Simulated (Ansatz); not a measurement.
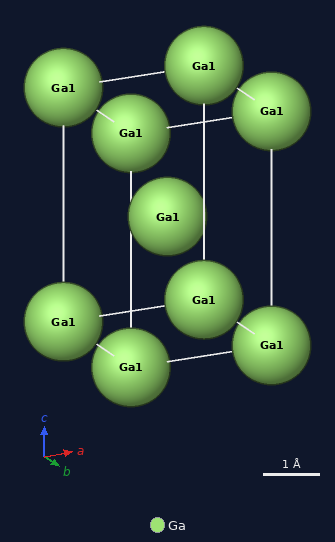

*The structure as given in the input (spheres-only view of the cell 2 times as large as that of the calculation, set on its symmetry axes, seen at an oblique angle; atoms are numbered from 1 in the order of the input).*

## Field-gradient calculation, with input and output: Ga

Ga (I4/mmm, 1 atom in the cell), computed with DFT, PBE, PAW with Ansatz's default frozen-core files, scalar-relativistic, no spin polarisation (Ansatz 0.2.0).

The structure derives from an entry of the Crystallography Open Database. Its volume is 0.98 times that of the source entry. It belongs to a series of runs on one base structure; here: volume scaled by 0.98, PAW files. Figures and captions count atoms from 1; the log counts them from 0 in places.

The program's output:
```
Warning: crystal.symmetry: narrowed to the stabiliser of the k-point mesh — unitary ops 16 → 4; excluded 12 operations that carry a point of the 14×14×16 mesh (shift [0, 0, 0]) off the mesh (the run samples exactly the mesh kpoints.mp_grid names, as under crystal.symmetry.detect: false, and its converged state has the mesh's symmetry, not the crystal's; ε∞, the Born charges and the force constants of a linear response (`dielectric:` by the response, `phonons.method: dfpt`) are averaged over those of the crystal's operations that the state keeps within a tolerance, where `mesh_tensors`, `unaveraged_element` or `gamma_mean_max_change_ev_ang2` stands beside them; a row that `dielectric.field_direction` solves alone is averaged likewise, with nothing beside; a Γ-centred mesh of equal divisions is mapped onto itself by every operation and keeps the whole group, as does a half-shifted one under kpoints.further_shifts: images)
Engine: ansatz 0.2.0, aarch64-unknown-linux-gnu
Pseudopotentials: kind: paw
Pseudopotential: Ga, paw, valence charge 13, recommended cutoff 420 eV (normal), Ga.paw.azcp
Functional definition: PBE
  parameter kappa = 0.804
  parameter beta = 0.06672455060314922
  exchange = pbe_x(kappa = kappa, mu = beta*pi^2/3)
  correlation = pbe_c(beta = beta)
Crystal: 1 atoms, lattice volume = 17.224 Å³
Basis set: ecut = 420 eV, 339 PW (Γ), exchange–correlation on 40×40×40 points (8 copies of the dense FFT grid, shifted against one another)
Bands: 11, of which v1, the nominal top of the filled ones, is band 7 counted from 1 (6 counted from 0)
Symmetry: 4 space group operations
k-points: 849 of 3136
Non-local potential: Ga, projectors of the file, l = 0: 2, l = 1: 2, l = 2: 3, l = 3: 1
PAW form: soft (Blöchl's): semilocal exchange-correlation on the pseudo side does not see the compensation charge
PAW one-centre angular grid: Ga, 590 points (default); XC on 64 Gauss nodes
Initial density: superposition of atomic densities (neutral atoms: chi_scale 0, normalization atom), corrected by the library's trained network
Initial wavefunctions: pseudopotential atomic-orbital guess
Functional: x = pbe(κ = 0.804, μ = 0.2195149727645171), c = pbe(β = 0.06672455060314922)
SCF iter   1: F=—  HF=-3782.973260 eV  |F-HF|=—  |Δ(HF+E_count)|=         —  Δρ=9.53e-4  dr2=7.08e-5  ethr=1.77e-3  ⟨swp⟩=5.1  Hψ=55841  notcnv=0
preconditioner: auto → none  [metal: Δε(μ)=0.039 eV  Ē_g=22.187 eV  σ=0.050 eV  W_gap=0.19  n_scr=0 (ndim 8)  ℏωp=32.3 eV  f_vac=0.000  D(μ)=0.32/eV (n_scr^D=0)]
SCF iter   2: F=—  HF=-3782.973167 eV  |F-HF|=—  |Δ(HF+E_count)|=   9.31e-5  Δρ=6.16e-4  dr2=3.27e-5  ethr=5.45e-7  ⟨swp⟩=2.0  Hψ=21021  notcnv=0
SCF iter   3: F=—  HF=-3782.973158 eV  |F-HF|=—  |Δ(HF+E_count)|=   8.85e-6  Δρ=3.11e-4  dr2=7.34e-6  ethr=2.52e-7  ⟨swp⟩=2.0  Hψ=13277  notcnv=0
SCF iter   4: F=—  HF=-3782.973173 eV  |F-HF|=—  |Δ(HF+E_count)|=   1.54e-5  Δρ=1.25e-4  dr2=1.52e-6  ethr=5.65e-8  ⟨swp⟩=2.0  Hψ=14554  notcnv=0  defer=1
SCF iter   5: F=—  HF=-3782.973172 eV  |F-HF|=—  |Δ(HF+E_count)|=   1.26e-6  Δρ=3.81e-5  dr2=1.36e-7  ethr=1.17e-8  ⟨swp⟩=2.0  Hψ=13277  notcnv=0
SCF iter   6: F=-3782.973172 eV  HF=-3782.973172 eV  |F-HF|=1.34e-8  |Δ(HF+E_count)|=   1.07e-7  Δρ=9.06e-6  dr2=7.32e-9  ethr=7.69e-10  ⟨swp⟩=8.5  Hψ=54349  notcnv=0
SCF 1 converged in 6 iterations: F = -3782.973172 eV  dr2 = 7.32e-9
  greatest PAW one-centre occupation: 0.994 electrons in one spin orbital (limit 2), on the Ga atom at site 0 (counted from 0), in its partial waves of l = 2
SCF converged after 6 iterations
Free energy (F): -3782.973172 eV
Harris-Foulkes:  -3782.973172 eV  (|F-HF|=1.34e-8)
Internal energy: -3782.970527 eV  (E = F + TS)
E sigma→0 (E₀):  -3782.971850 eV
Entropy (-TS):   -0.002645 eV (-2.645 meV/atom)
Fermi energy:    11.040917 eV
--- Per-component energies (eV) ---
  E_band       = -19.917004
  E_kinetic    = 115.603480
  E_local      = -1716.888129  (includes V_loc(G=0)·N_el)
  E_nonlocal   = 422.335405
  E_hartree    = 811.806869
  E_xc         = -69.920215
  E_vxc        = -58.875757  (∫ρ·V_xc dr)
  E_paw        = -1985.581400  (= ΣΔE_a)
  E_vpaw       = -405.700712  (= ΣTr[D̂ρ^β])
  E_aug_tail   = -0.000121  (compensation charges beyond the density's cutoff)
  E_ewald      = -1360.326416
  E_smearing   = -0.002645  (= −TS)
  E_closure    = -0.000000  (closes the sum)
  Σ components = -3782.973172   (vs F -3782.973172, Δ=0.00e0)
--- Forces (eV/Å), atoms counted from 1 ---
  atom   1  Ga     0.00000000     0.00000000     0.00000000
  max |Σ_I F_I| component: 2.47e-32 eV/Å
--- Stress (GPa, compression-positive) ---
        5.998497       0.013349       0.101871
        0.013349       5.998497       0.101871
        0.101871       0.101871       5.304535
  P = ⅓ Tr σ = 5.7672 GPa (57.672 kbar)
--- PAW observables at the nuclei: V_zz in 10²¹ V/m², potentials from the cell's mean, atoms counted from 1 ---
  atom   1  Ga V_zz =    +2.180618   η = 0.0363   by run symmetry: allowed
            electrostatic potential = -4134.527942 V   contact ρ = 187442.727821 e/Å³
--- Band table (eV; the first three rows and the last of 849) ---
  k-point 0: bands = ["-4.0684", "-3.9295", "-3.9290", "-3.9041", "-3.7584", "-0.7619", "24.2696", "24.2699", "24.3359", "27.4429", "27.5285"]
  k-point 1: bands = ["-4.0524", "-3.9385", "-3.9221", "-3.8987", "-3.7663", "-0.6079", "23.0578", "23.3798", "23.7463", "25.7351", "28.9004"]
  k-point 2: bands = ["-4.0063", "-3.9645", "-3.9020", "-3.8869", "-3.7885", "-0.1428", "21.2006", "21.7218", "22.5786", "23.9809", "29.5474"]
  k-point 848: bands = ["-4.2196", "-4.1360", "-3.6894", "-3.6807", "-3.6803", "7.1838", "7.2304", "17.6585", "17.6587", "20.8306", "21.7795"]
```

File rho_z.tsv:
```
# z_ang	rho[e/angstrom^3]
# format = ansatz-planar-average/11
# lattice	-1.394576897	1.394576897	2.214039818
# lattice	1.394576897	-1.394576897	2.214039818
# lattice	1.394576897	1.394576897	-2.214039818
# sites	1
# site	31	0.000000000	0.000000000	0.000000000
0.000000	2.031769e0
0.148254	1.859464e0
0.296507	1.443016e0
0.444761	9.888293e-1
0.593015	6.437749e-1
0.741268	4.358488e-1
0.889522	3.257911e-1
1.037776	2.686528e-1
1.186029	2.374058e-1
1.334283	2.210410e-1
1.482537	2.159276e-1
1.630791	2.210410e-1
1.779044	2.374058e-1
1.927298	2.686528e-1
2.075552	3.257911e-1
2.223805	4.358488e-1
2.372059	6.437749e-1
2.520313	9.888293e-1
2.668566	1.443016e0
2.816820	1.859464e0
```

File v_z.tsv:
```
# z_ang	v_es[eV]	v_tot[eV]
# format = ansatz-planar-average/11
# xc	pbe
# density_cutoff_ev	1680
# datasets	Ga=:simpson_from_first_knot:soft
# lattice	-1.394576897	1.394576897	2.214039818
# lattice	1.394576897	-1.394576897	2.214039818
# lattice	1.394576897	1.394576897	-2.214039818
# sites	1
# site	31	0.000000000	0.000000000	0.000000000
0.000000	3.739859e0	-7.831693e0
0.148254	3.821925e0	-7.710794e0
0.296507	4.066975e0	-7.347861e0
0.444761	4.471691e0	-6.748083e0
0.593015	5.028710e0	-5.928426e0
0.741268	5.728488e0	-4.918098e0
0.889522	6.553867e0	-3.774486e0
1.037776	7.459716e0	-2.593361e0
1.186029	8.337489e0	-1.511102e0
1.334283	9.011559e0	-7.077646e-1
1.482537	9.274212e0	-3.993693e-1
1.630791	9.011559e0	-7.077646e-1
1.779044	8.337489e0	-1.511102e0
1.927298	7.459716e0	-2.593361e0
2.075552	6.553867e0	-3.774486e0
2.223805	5.728488e0	-4.918098e0
2.372059	5.028710e0	-5.928426e0
2.520313	4.471691e0	-6.748083e0
2.668566	4.066975e0	-7.347861e0
2.816820	3.821925e0	-7.710794e0
```

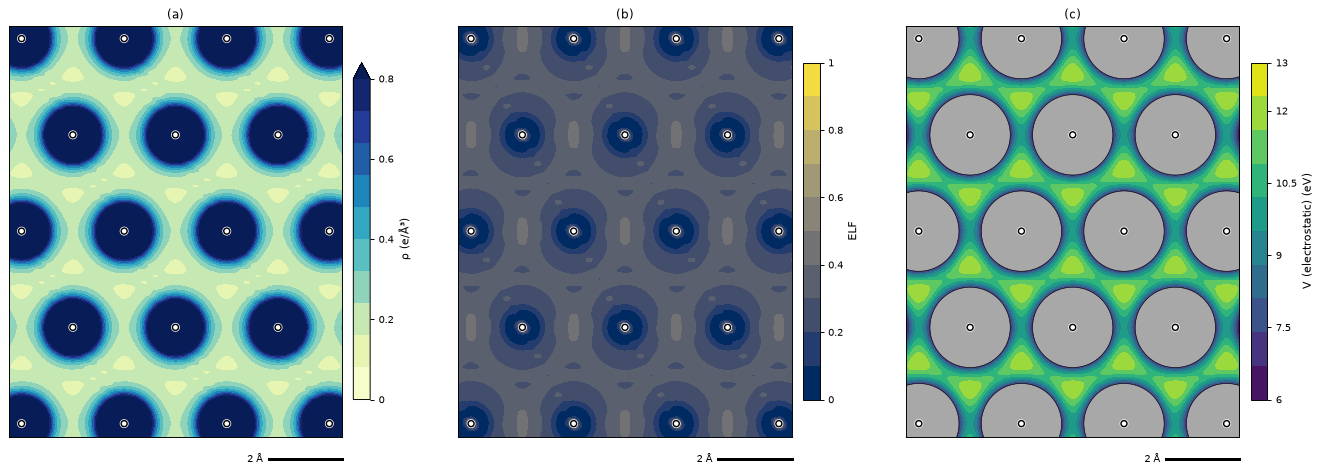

*(a) valence electron density; (b) ELF; (c) electrostatic potential (local pseudopotential plus Hartree) felt by an electron on the (011̄) plane of the conventional cell. Circles mark the nuclei in the plane (Ga). Grey discs, where drawn, cover atomic cores.*

Atoms in the plane: Ga. Ga–Ga (2.79 Å): ρ at the midpoint is about 0.23 e/Å³; the ELF is about 0.40 at the midpoint, which marks metallic bonding. Ga–Ga (2.97 Å): ρ at the midpoint is about 0.17 e/Å³; the ELF is about 0.30 at the midpoint (no shared electron pair). Away from the nuclei the density in this plane falls to 0.14 e/Å³ at its lowest. The strong features right at Ga lie inside the PAW spheres (semicore, d or f shells) and say nothing about bonding. Outside the cores the potential energy rises away from the atoms and is highest about 1.7 Å from the nearest atoms; outside the discs it spans about 6 eV, and its zero is arbitrary. In a PAW calculation such maps are meaningful between the atoms, not at the nuclei.

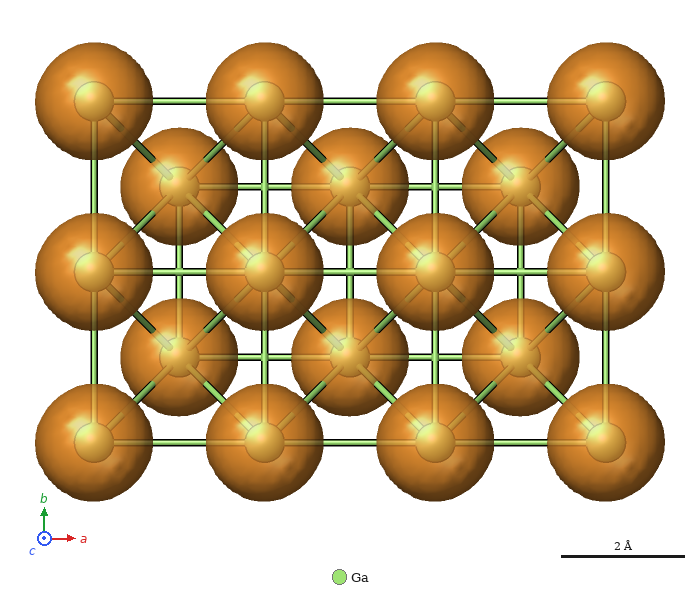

*Isosurface of the valence electron density at 0.4 e/Å³ (orange), seen along the c axis. Sticks mark near contacts. The outline is the cell set on symmetry axes.*

At this value the density breaks into separate islands; it holds about 80 % of the electrons treated as valence (semicore included). It is pinched off along the Ga–Ga (2.79 Å) and Ga–Ga (2.97 Å) contacts. On the grid the lowest density along these lines, outside the cores, is 0.23 e/Å³ (Ga–Ga, 2.79 Å) and 0.17 e/Å³ (Ga–Ga, 2.97 Å).

This output came from the following input.

Input file:
```yaml
crystal:
  lattice:
    - [-1.3945768973, 1.3945768973, 2.2140398177]
    - [1.3945768973, -1.3945768973, 2.2140398177]
    - [1.3945768973, 1.3945768973, -2.2140398177]
  atoms:
    - { symbol: Ga, position: [0.0, 0.0, 0.0] }
kpoints:
  mp_grid: { grid: [14, 14, 16] }
scf:
  occupations: { method: fermi_dirac, width: 0.05 }
hamiltonian:
  xc: pbe
  pseudopotentials: { kind: paw }
output:
  forces: true
  stress: true
  eigenvalues: true
  efg: { contact_densities: true }
  write_density: true
  write_potential: true
  elf: true
  volumetric_format: npy
```

Command:
```bash
ansatz run input.yaml --threads 1 --pin off --max-ram 3072MiB --backend cpu --events-out ev --progress --plain --runs-dir out
```

Key numbers:

- outcome: converged
- space group (tolerance 0.01 Å): I4/mmm (139)
- electrons treated: 13
- free energy: −3782.9732 eV
- Fermi energy: 11.041 eV
- pressure: 5.77 GPa
- field gradient V_zz (10²¹ V/m²): Ga 2.18
- largest force (length of the vector): under 0.001 eV/Å
- hardware: 1 thread of Arm Neoverse V1, 24 GiB of memory available, shared host
- wall time: 15 s
- peak memory: 0.47 GiB

Remarks:

Warnings of the run: the k-point mesh lowers the symmetry that the run can use. The cell is under a pressure of 5.8 GPa at this level, so it is not at its equilibrium volume.
